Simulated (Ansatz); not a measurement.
**Run report: Ga2P3, geometry relaxation (part 1 of 2)**

System: Ga2P3 (R-3m, 5 atoms in the cell).
Method: DFT PBE, scalar-relativistic, plane waves, PAW, no spin polarisation (Ansatz 0.2.0).

The structure was made by swapping elements on the sites of another compound; it need not be a known phase. It belongs to a series of runs on one base structure; here: tetradymite type (R-3m, No. 166). Figures and captions count atoms from 1; the log counts them from 0 in places.

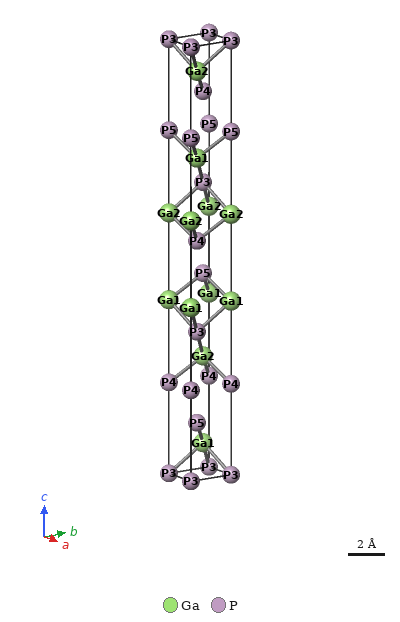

**Figure 1.** The structure as given in the input (ball-and-stick view of the cell 3 times as large as that of the calculation, set on its symmetry axes, seen slightly off an axis; atoms are numbered from 1 in the order of the input). Near neighbours in the crystal (not all of them lie inside the picture): Ga has 6 P at 2.47 to 2.61 Å; P has 6 Ga at 2.61 Å; P has 3 Ga at 2.47 Å.

### Input
```yaml
crystal:
  lattice:
    - [1.7635793778, 1.0182030285, 8.1750850016]
    - [-1.7635793778, 1.0182030285, 8.1750850016]
    - [0.0, -2.036406057, 8.1750850016]
  atoms:
    - { symbol: Ga, position: [0.4, 0.4, 0.4] }
    - { symbol: Ga, position: [0.6, 0.6, 0.6] }
    - { symbol: P, position: [0.0, 0.0, 0.0] }
    - { symbol: P, position: [0.2095, 0.2095, 0.2095] }
    - { symbol: P, position: [0.7905, 0.7905, 0.7905] }
basis:
  ecutwfc: 420
kpoints:
  mp_grid: { grid: [6, 6, 6] }
hamiltonian:
  xc: pbe
scf:
  occupations: { method: gaussian, width: 0.1 }
  lower_state_search: "off"
output:
  forces: true
  stress: true
  eigenvalues: true
relax:
  adjacent_minimum: "off"
  f_tol: 0.04
  max_steps: 70
  cell: { stress_tol: 0.4 }
```

Run on 1 thread of Intel Xeon @ 2.50GHz (Skylake/Cascade Lake), 192 GiB of memory available, shared host.

Launch command:
```bash
ansatz run input.yaml --threads 1 --pin off --max-ram 2560MiB --backend cpu --events-out ev --progress --plain --runs-dir out
```

### Log
```
basis.fft_grid_basis auto: the FFT boxes are laid along the combinations [[1, 0, -1], [0, 1, -1], [0, 0, 1]] of the cell's own vectors, 3.527, 3.527 and 8.425 Å long. The dense box has 24×24×60 points. Along the cell's own vectors, as sized, it would have 60×60×60, 6.25 times as many. Of the 12 symmetry operations that the crystal satisfies within crystal.symmetry.tolerance (time reversal apart; of a slab, those that keep its plane) the dense box along the cell's own vectors carries 12, and the one as laid loses 8 of those. basis.fft_grid_basis: typed keeps the cell's own vectors: state it where this run's energies or levels are differenced outside the engine with another run's, or held beside a run that keeps those vectors.
Engine: ansatz 0.2.0, x86_64-unknown-linux-gnu
Pseudopotentials: kind: paw
Pseudopotential: Ga, paw, valence charge 13, recommended cutoff 420 eV (normal), Ga.paw.azcp
Pseudopotential: P, paw, valence charge 5, recommended cutoff 420 eV (normal), P.paw.azcp
Functional definition: PBE
  parameter kappa = 0.804
  parameter beta = 0.06672455060314922
  exchange = pbe_x(kappa = kappa, mu = beta*pi^2/3)
  correlation = pbe_c(beta = beta)
Crystal: 5 atoms, lattice volume = 88.079 Å³
Basis set: ecut = 420 eV, 1743 PW (Γ), FFT grids on a1−a3, a2−a3, a3, exchange–correlation on 48×48×120 points (8 copies of the dense FFT grid, shifted against one another)
Bands: 26, of which v1, the nominal top of the filled ones, is band 21 counted from 1 (20 counted from 0)
Symmetry: 12 space group operations
Space group: R-3m (ITA 166), of the structure as read, at distance tolerance 4.4e-5 Å
k-points: 32 of 216
Non-local potential: Ga, projectors of the file, l = 0: 2, l = 1: 2, l = 2: 3, l = 3: 1
Non-local potential: P, projectors of the file, l = 0: 2, l = 1: 2, l = 2: 2
PAW form: soft (Blöchl's): semilocal exchange-correlation on the pseudo side does not see the compensation charge
PAW one-centre angular grid: Ga, 590 points (default); XC on 64 Gauss nodes
PAW one-centre angular grid: P, 110 points (default); XC on 64 Gauss nodes
Initial density: superposition of atomic densities (neutral atoms: chi_scale 0, normalization atom), corrected by the library's trained network
Initial wavefunctions: pseudopotential atomic-orbital guess
Functional: x = pbe(κ = 0.804, μ = 0.2195149727645171), c = pbe(β = 0.06672455060314922)
SCF iter   1: F=—  HF=-9832.025736 eV  |F-HF|=—  |Δ(HF+E_count)|=         —  Δρ=2.72e-3  dr2=2.11e-2  ethr=1.77e-3  ⟨swp⟩=6.6  Hψ=4071  notcnv=0
preconditioner: auto → Resta (q_TF=auto, 2.402 Å⁻¹)  ε∞=4.9  [insulator: Δε(μ)=0.199 eV  Ē_g=12.875 eV  σ=0.100 eV  W_gap=0.58  n_scr=24 (ndim 8)  ℏωp=25.3 eV  f_vac=0.000  D(μ)=1.83/eV (n_scr^D=4)  ε∞_Penn≈4.9]
SCF iter   2: F=—  HF=-9832.020829 eV  |F-HF|=—  |Δ(HF+E_count)|=   4.91e-3  Δρ=1.85e-3  dr2=5.47e-3  ethr=5.14e-5  ⟨swp⟩=2.1  Hψ=1254  notcnv=0
SCF iter   3: F=—  HF=-9832.020858 eV  |F-HF|=—  |Δ(HF+E_count)|=   2.85e-5  Δρ=1.12e-3  dr2=7.00e-4  ethr=1.33e-5  ⟨swp⟩=2.2  Hψ=1417  notcnv=0
SCF iter   4: F=—  HF=-9832.019998 eV  |F-HF|=—  |Δ(HF+E_count)|=   8.59e-4  Δρ=2.99e-4  dr2=4.92e-5  ethr=1.71e-6  ⟨swp⟩=2.0  Hψ=1416  notcnv=0
SCF iter   5: F=—  HF=-9832.019977 eV  |F-HF|=—  |Δ(HF+E_count)|=   2.11e-5  Δρ=8.22e-5  dr2=4.90e-6  ethr=1.20e-7  ⟨swp⟩=2.0  Hψ=1422  notcnv=0
SCF iter   6: F=—  HF=-9832.019979 eV  |F-HF|=—  |Δ(HF+E_count)|=   1.74e-6  Δρ=1.39e-5  dr2=1.85e-7  ethr=1.19e-8  ⟨swp⟩=2.0  Hψ=1426  notcnv=0
SCF iter   7: F=-9832.019979 eV  HF=-9832.019979 eV  |F-HF|=1.13e-8  |Δ(HF+E_count)|=   9.51e-8  Δρ=4.17e-6  dr2=1.66e-8  ethr=2.44e-10  ⟨swp⟩=9.5  Hψ=4217  notcnv=0
SCF 1 converged in 7 iterations: F = -9832.019979 eV  dr2 = 1.66e-8
  greatest PAW one-centre occupation: 0.994 electrons in one spin orbital (limit 2), on the Ga atom at site 1 (counted from 0), in its partial waves of l = 2
relax step   1: F+E_penalty+E_count = -9832.01997898 eV  Δ(F+E_penalty+E_count) = +0.000e0 eV  max|allowed force component| = 8.803e-1 eV/Å  Δτ_max = 0.0000 Å  P = -1.220 GPa  Ω = 88.079 Å³  (7 SCF iters, dr2 threshold 1.00e-7 eV, accepted)
Crystal: 5 atoms, lattice volume = 85.106 Å³
Basis set: ecut = 420 eV, 1627 PW (Γ), FFT grids on a1−a3, a2−a3, a3, exchange–correlation on 48×48×120 points (8 copies of the dense FFT grid, shifted against one another)
Initial density: handed on by an earlier stage of this run
Initial wavefunctions: those handed on with the density
iter 1 solved again at ethr=1.12e-4 eV; its pass at ethr=3.10e-3 eV (dr2=4.60e-2 eV) is discarded
SCF iter   1: F=—  HF=-9832.471563 eV  |F-HF|=—  |Δ(HF+E_count)|=         —  Δρ=8.17e-3  dr2=4.61e-2  ethr=1.12e-4  ⟨swp⟩=1.6  Hψ=5594  notcnv=0
preconditioner: auto → Kerker (q_TF=auto, 2.416 Å⁻¹)  [metal: Δε(μ)=0.019 eV  Ē_g=12.981 eV  σ=0.100 eV  W_gap=0.11  n_scr=22 (ndim 8)  ℏωp=25.8 eV  f_vac=0.000  D(μ)=2.45/eV (n_scr^D=16)]
SCF iter   2: F=—  HF=-9832.467154 eV  |F-HF|=—  |Δ(HF+E_count)|=   4.41e-3  Δρ=4.74e-3  dr2=1.68e-2  ethr=1.12e-4  ⟨swp⟩=1.0  Hψ=832  notcnv=0
SCF iter   3: F=—  HF=-9832.465567 eV  |F-HF|=—  |Δ(HF+E_count)|=   1.59e-3  Δρ=5.93e-4  dr2=4.04e-4  ethr=4.09e-5  ⟨swp⟩=2.0  Hψ=1071  notcnv=0
SCF iter   4: F=—  HF=-9832.465645 eV  |F-HF|=—  |Δ(HF+E_count)|=   7.79e-5  Δρ=2.74e-4  dr2=7.32e-5  ethr=9.86e-7  ⟨swp⟩=2.0  Hψ=1418  notcnv=0
SCF iter   5: F=—  HF=-9832.465619 eV  |F-HF|=—  |Δ(HF+E_count)|=   2.60e-5  Δρ=1.58e-4  dr2=2.94e-5  ethr=1.78e-7  ⟨swp⟩=2.0  Hψ=1479  notcnv=0
SCF iter   6: F=—  HF=-9832.465615 eV  |F-HF|=—  |Δ(HF+E_count)|=   4.13e-6  Δρ=6.33e-5  dr2=8.71e-6  ethr=7.18e-8  ⟨swp⟩=2.0  Hψ=1152  notcnv=0
SCF iter   7: F=—  HF=-9832.465615 eV  |F-HF|=—  |Δ(HF+E_count)|=   1.27e-7  Δρ=1.30e-5  dr2=5.09e-7  ethr=2.12e-8  ⟨swp⟩=3.0  Hψ=1519  notcnv=0
SCF iter   8: F=-9832.465615 eV  HF=-9832.465615 eV  |F-HF|=2.48e-8  |Δ(HF+E_count)|=   1.24e-8  Δρ=3.29e-6  dr2=3.48e-8  ethr=1.22e-9  ⟨swp⟩=7.0  Hψ=3959  notcnv=0
SCF 2 converged in 8 iterations: F = -9832.465615 eV  dr2 = 3.48e-8
relax step   2: F+E_penalty+E_count = -9832.46561458 eV  Δ(F+E_penalty+E_count) = -4.456e-1 eV  max|allowed force component| = 1.302e0 eV/Å  Δτ_max = 0.1369 Å  P = -0.253 GPa  Ω = 85.106 Å³  energy of the carried Pulay correction = +7.423e-4 eV  (8 SCF iters, dr2 threshold 5.00e-7 eV, accepted)
Crystal: 5 atoms, lattice volume = 81.984 Å³
Basis set: ecut = 420 eV, 1585 PW (Γ), FFT grids on a1−a3, a2−a3, a3, exchange–correlation on 48×48×120 points (8 copies of the dense FFT grid, shifted against one another)
iter 1 solved again at ethr=3.97e-4 eV; its pass at ethr=3.10e-3 eV (dr2=1.63e-1 eV) is discarded
SCF iter   1: F=—  HF=-9832.736829 eV  |F-HF|=—  |Δ(HF+E_count)|=         —  Δρ=8.86e-3  dr2=1.62e-1  ethr=3.97e-4  ⟨swp⟩=1.5  Hψ=5764  notcnv=0
preconditioner: auto → Kerker (q_TF=auto, 2.431 Å⁻¹)  [metal: Δε(μ)=0.082 eV  Ē_g=13.118 eV  σ=0.100 eV  W_gap=0.43  n_scr=22 (ndim 8)  ℏωp=26.3 eV  f_vac=0.000  D(μ)=1.68/eV (n_scr^D=4)]
SCF iter   2: F=—  HF=-9832.720719 eV  |F-HF|=—  |Δ(HF+E_count)|=   1.61e-2  Δρ=4.85e-3  dr2=4.55e-2  ethr=3.96e-4  ⟨swp⟩=1.8  Hψ=886  notcnv=0
preconditioner: auto → Resta (q_TF=auto, 2.431 Å⁻¹)  ε∞=5.0  [insulator: Δε(μ)=0.127 eV  Ē_g=13.104 eV  σ=0.100 eV  W_gap=0.62  n_scr=22 (ndim 8)  ℏωp=26.3 eV  f_vac=0.000  D(μ)=1.59/eV (n_scr^D=4)  ε∞_Penn≈5.0]
SCF iter   3: F=—  HF=-9832.718122 eV  |F-HF|=—  |Δ(HF+E_count)|=   2.60e-3  Δρ=2.09e-3  dr2=2.42e-3  ethr=1.11e-4  ⟨swp⟩=2.1  Hψ=1622  notcnv=0  defer=1
SCF iter   4: F=—  HF=-9832.714359 eV  |F-HF|=—  |Δ(HF+E_count)|=   3.76e-3  Δρ=8.80e-4  dr2=6.88e-4  ethr=5.89e-6  ⟨swp⟩=3.3  Hψ=1894  notcnv=0  defer=1
SCF iter   5: F=—  HF=-9832.714347 eV  |F-HF|=—  |Δ(HF+E_count)|=   1.24e-5  Δρ=3.28e-4  dr2=7.02e-5  ethr=1.68e-6  ⟨swp⟩=2.1  Hψ=1503  notcnv=0  defer=1
SCF iter   6: F=—  HF=-9832.714287 eV  |F-HF|=—  |Δ(HF+E_count)|=   5.98e-5  Δρ=6.29e-5  dr2=2.85e-6  ethr=1.71e-7  ⟨swp⟩=2.5  Hψ=1722  notcnv=0  defer=1
SCF iter   7: F=—  HF=-9832.714286 eV  |F-HF|=—  |Δ(HF+E_count)|=   1.03e-6  Δρ=1.43e-5  dr2=5.20e-7  ethr=1.22e-9  ⟨swp⟩=9.2  Hψ=5258  notcnv=0
SCF iter   8: F=-9832.714285 eV  HF=-9832.714285 eV  |F-HF|=2.01e-8  |Δ(HF+E_count)|=   2.64e-7  Δρ=4.59e-6  dr2=7.41e-9  ethr=1.22e-9  ⟨swp⟩=5.2  Hψ=3579  notcnv=0
SCF 3 converged in 8 iterations: F = -9832.714285 eV  dr2 = 7.41e-9
relax step   3: F+E_penalty+E_count = -9832.71428544 eV  Δ(F+E_penalty+E_count) = -2.487e-1 eV  max|allowed force component| = 1.297e0 eV/Å  Δτ_max = 0.1415 Å  P = +2.828 GPa  Ω = 81.984 Å³  energy of the carried Pulay correction = +1.550e-3 eV  (8 SCF iters, dr2 threshold 5.00e-7 eV, accepted)
Crystal: 5 atoms, lattice volume = 81.636 Å³
Basis set: ecut = 420 eV, 1573 PW (Γ), FFT grids on a1−a3, a2−a3, a3, exchange–correlation on 48×48×120 points (8 copies of the dense FFT grid, shifted against one another)
iter 1 solved again at ethr=2.88e-4 eV; its pass at ethr=3.10e-3 eV (dr2=1.18e-1 eV) is discarded
SCF iter   1: F=—  HF=-9832.913739 eV  |F-HF|=—  |Δ(HF+E_count)|=         —  Δρ=7.11e-3  dr2=1.12e-1  ethr=2.88e-4  ⟨swp⟩=1.7  Hψ=4903  notcnv=0
preconditioner: auto → Kerker (q_TF=auto, 2.432 Å⁻¹)  [metal: Δε(μ)=0.024 eV  Ē_g=13.154 eV  σ=0.100 eV  W_gap=0.13  n_scr=22 (ndim 8)  ℏωp=26.3 eV  f_vac=0.000  D(μ)=1.58/eV (n_scr^D=4)]
SCF iter   2: F=—  HF=-9832.901532 eV  |F-HF|=—  |Δ(HF+E_count)|=   1.22e-2  Δρ=3.69e-3  dr2=2.88e-2  ethr=2.72e-4  ⟨swp⟩=1.9  Hψ=1242  notcnv=0
SCF iter   3: F=—  HF=-9832.899281 eV  |F-HF|=—  |Δ(HF+E_count)|=   2.25e-3  Δρ=1.27e-3  dr2=1.96e-3  ethr=7.02e-5  ⟨swp⟩=2.0  Hψ=1527  notcnv=0
SCF iter   4: F=—  HF=-9832.898228 eV  |F-HF|=—  |Δ(HF+E_count)|=   1.05e-3  Δρ=6.18e-4  dr2=4.93e-4  ethr=4.78e-6  ⟨swp⟩=2.8  Hψ=1723  notcnv=0
SCF iter   5: F=—  HF=-9832.898150 eV  |F-HF|=—  |Δ(HF+E_count)|=   7.86e-5  Δρ=1.35e-4  dr2=5.11e-5  ethr=1.20e-6  ⟨swp⟩=2.4  Hψ=1245  notcnv=0
SCF iter   6: F=—  HF=-9832.898147 eV  |F-HF|=—  |Δ(HF+E_count)|=   3.12e-6  Δρ=6.98e-5  dr2=7.36e-6  ethr=1.25e-7  ⟨swp⟩=2.0  Hψ=1470  notcnv=0
SCF iter   7: F=-9832.898147 eV  HF=-9832.898147 eV  |F-HF|=1.06e-9  |Δ(HF+E_count)|=   5.86e-7  Δρ=1.27e-5  dr2=1.88e-7  ethr=1.22e-9  ⟨swp⟩=7.1  Hψ=5215  notcnv=0
SCF 4 converged in 7 iterations: F = -9832.898147 eV  dr2 = 1.88e-7
relax step   4: F+E_penalty+E_count = -9832.89814718 eV  Δ(F+E_penalty+E_count) = -1.839e-1 eV  max|allowed force component| = 1.104e0 eV/Å  Δτ_max = 0.0644 Å  P = +3.308 GPa  Ω = 81.636 Å³  energy of the carried Pulay correction = +1.642e-3 eV  (7 SCF iters, dr2 threshold 5.00e-7 eV, accepted)
Crystal: 5 atoms, lattice volume = 83.367 Å³
Basis set: ecut = 420 eV, 1597 PW (Γ), FFT grids on a1−a3, a2−a3, a3, exchange–correlation on 48×48×120 points (8 copies of the dense FFT grid, shifted against one another)
iter 1 solved again at ethr=9.32e-4 eV; its pass at ethr=3.10e-3 eV (dr2=3.82e-1 eV) is discarded
SCF iter   1: F=—  HF=-9833.173409 eV  |F-HF|=—  |Δ(HF+E_count)|=         —  Δρ=1.61e-2  dr2=3.79e-1  ethr=9.32e-4  ⟨swp⟩=1.1  Hψ=5479  notcnv=0
preconditioner: auto → Kerker (q_TF=auto, 2.424 Å⁻¹)  [metal: Δε(μ)=0.098 eV  Ē_g=13.194 eV  σ=0.100 eV  W_gap=0.42  n_scr=22 (ndim 8)  ℏωp=26.0 eV  f_vac=0.000  D(μ)=1.16/eV (n_scr^D=2)]
SCF iter   2: F=—  HF=-9833.136837 eV  |F-HF|=—  |Δ(HF+E_count)|=   3.66e-2  Δρ=8.66e-3  dr2=1.38e-1  ethr=9.23e-4  ⟨swp⟩=2.5  Hψ=1010  notcnv=0
preconditioner: auto → Resta (q_TF=auto, 2.424 Å⁻¹)  ε∞=4.9  [insulator: Δε(μ)=0.134 eV  Ē_g=13.111 eV  σ=0.100 eV  W_gap=0.64  n_scr=22 (ndim 8)  ℏωp=26.0 eV  f_vac=0.000  D(μ)=1.08/eV (n_scr^D=2)  ε∞_Penn≈4.9]
SCF iter   3: F=—  HF=-9833.130464 eV  |F-HF|=—  |Δ(HF+E_count)|=   6.37e-3  Δρ=3.75e-3  dr2=8.41e-3  ethr=3.37e-4  ⟨swp⟩=3.0  Hψ=1784  notcnv=0  defer=2
SCF iter   4: F=—  HF=-9833.118904 eV  |F-HF|=—  |Δ(HF+E_count)|=   1.16e-2  Δρ=1.14e-3  dr2=9.24e-4  ethr=2.05e-5  ⟨swp⟩=3.0  Hψ=2087  notcnv=0  defer=4
SCF iter   5: F=—  HF=-9833.118795 eV  |F-HF|=—  |Δ(HF+E_count)|=   1.09e-4  Δρ=3.57e-4  dr2=8.57e-5  ethr=2.25e-6  ⟨swp⟩=2.0  Hψ=1448  notcnv=0  defer=4
SCF iter   6: F=—  HF=-9833.118731 eV  |F-HF|=—  |Δ(HF+E_count)|=   6.47e-5  Δρ=6.61e-5  dr2=5.97e-6  ethr=2.09e-7  ⟨swp⟩=2.5  Hψ=1647  notcnv=0  defer=4
SCF iter   7: F=—  HF=-9833.118731 eV  |F-HF|=—  |Δ(HF+E_count)|=   2.58e-8  Δρ=1.76e-5  dr2=2.10e-7  ethr=1.22e-9  ⟨swp⟩=9.3  Hψ=5633  notcnv=0
SCF iter   8: F=-9833.118730 eV  HF=-9833.118730 eV  |F-HF|=6.93e-8  |Δ(HF+E_count)|=   1.89e-7  Δρ=5.00e-6  dr2=7.91e-8  ethr=5.12e-10  ⟨swp⟩=6.0  Hψ=4026  notcnv=0
SCF 5 converged in 8 iterations: F = -9833.118730 eV  dr2 = 7.91e-8
  greatest PAW one-centre occupation: 0.995 electrons in one spin orbital (limit 2), on the Ga atom at site 1 (counted from 0), in its partial waves of l = 2
relax step   5: F+E_penalty+E_count = -9833.11873039 eV  Δ(F+E_penalty+E_count) = -2.206e-1 eV  max|allowed force component| = 6.418e-1 eV/Å  Δτ_max = 0.1949 Å  P = +3.930 GPa  Ω = 83.367 Å³  energy of the carried Pulay correction = +1.188e-3 eV  (8 SCF iters, dr2 threshold 5.00e-7 eV, accepted)
Crystal: 5 atoms, lattice volume = 89.581 Å³
Basis set: ecut = 420 eV, 1747 PW (Γ), FFT grids on a1−a3, a2−a3, a3, exchange–correlation on 48×48×120 points (8 copies of the dense FFT grid, shifted against one another)
iter 1 solved again at ethr=7.57e-5 eV; its pass at ethr=3.10e-3 eV (dr2=3.10e-2 eV) is discarded
SCF iter   1: F=—  HF=-9833.143063 eV  |F-HF|=—  |Δ(HF+E_count)|=         —  Δρ=4.25e-3  dr2=3.09e-2  ethr=7.57e-5  ⟨swp⟩=1.8  Hψ=6269  notcnv=0
preconditioner: auto → Kerker (q_TF=auto, 2.395 Å⁻¹)  [metal: Δε(μ)=0.054 eV  Ē_g=12.798 eV  σ=0.100 eV  W_gap=0.29  n_scr=22 (ndim 8)  ℏωp=25.1 eV  f_vac=0.000  D(μ)=1.84/eV (n_scr^D=4)]
SCF iter   2: F=—  HF=-9833.140283 eV  |F-HF|=—  |Δ(HF+E_count)|=   2.78e-3  Δρ=2.66e-3  dr2=1.47e-2  ethr=7.55e-5  ⟨swp⟩=1.0  Hψ=832  notcnv=0
SCF iter   3: F=—  HF=-9833.139029 eV  |F-HF|=—  |Δ(HF+E_count)|=   1.25e-3  Δρ=6.88e-4  dr2=6.79e-4  ethr=3.59e-5  ⟨swp⟩=2.0  Hψ=1082  notcnv=0
SCF iter   4: F=—  HF=-9833.139082 eV  |F-HF|=—  |Δ(HF+E_count)|=   5.30e-5  Δρ=3.00e-4  dr2=3.10e-4  ethr=1.66e-6  ⟨swp⟩=2.0  Hψ=1168  notcnv=0
SCF iter   5: F=—  HF=-9833.139032 eV  |F-HF|=—  |Δ(HF+E_count)|=   4.96e-5  Δρ=1.06e-4  dr2=1.88e-5  ethr=7.55e-7  ⟨swp⟩=2.9  Hψ=1488  notcnv=0
SCF iter   6: F=—  HF=-9833.139034 eV  |F-HF|=—  |Δ(HF+E_count)|=   2.56e-6  Δρ=7.27e-5  dr2=3.50e-6  ethr=4.58e-8  ⟨swp⟩=2.2  Hψ=1586  notcnv=0
SCF iter   7: F=-9833.139031 eV  HF=-9833.139031 eV  |F-HF|=1.79e-8  |Δ(HF+E_count)|=   3.58e-6  Δρ=1.79e-5  dr2=4.28e-7  ethr=1.22e-9  ⟨swp⟩=6.6  Hψ=5821  notcnv=0
SCF 6 converged in 7 iterations: F = -9833.139031 eV  dr2 = 4.28e-7
relax step   6: F+E_penalty+E_count = -9833.13903089 eV  Δ(F+E_penalty+E_count) = -2.030e-2 eV  max|allowed force component| = 2.424e-2 eV/Å  Δτ_max = 0.0333 Å  P = -2.421 GPa  Ω = 89.581 Å³  energy of the carried Pulay correction = -3.656e-4 eV  (7 SCF iters, dr2 threshold 5.00e-7 eV, accepted)
Crystal: 5 atoms, lattice volume = 86.787 Å³
Basis set: ecut = 420 eV, 1663 PW (Γ), FFT grids on a1−a3, a2−a3, a3, exchange–correlation on 48×48×120 points (8 copies of the dense FFT grid, shifted against one another)
iter 1 solved again at ethr=1.37e-5 eV; its pass at ethr=3.10e-3 eV (dr2=5.60e-3 eV) is discarded
```
